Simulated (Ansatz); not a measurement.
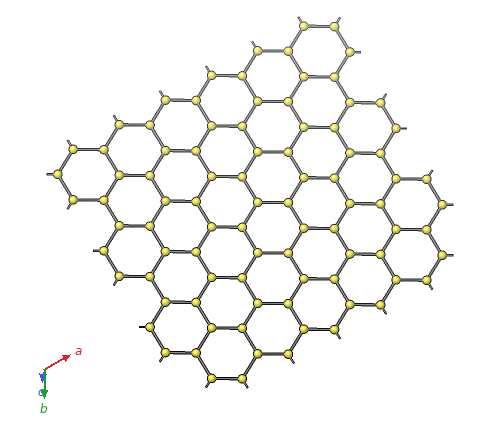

The picture shows a finite piece of the underlying net of a crystal structure, nodes on the atoms' positions. Nodes are coloured by topological kind. One layer is drawn. Edges to nodes outside the piece are drawn as stubs.

> What net is this?

A uninodal 3-connected, two-periodic (layers) net. It is the hcb net, known from graphene.

> Give point symbol and coordination sequence.

6^3, sequence 3, 6, 9, 12, 15, 18.

Where the net comes from. MgB2 (space group P6/mmm, No. 191): coordinates from a relaxation at fixed volume with DFT PBEsol, scalar-relativistic, plane waves, PAW in Ansatz 0.2.0. Bonds are taken as B–B below 2 Å; Mg is left out of the net, as the electropositive filling of the structure; no other contact counts. Atoms with one bond or none are removed and atoms with two bonds are replaced by edges, until no such atom is left. B is a 3-connected node.
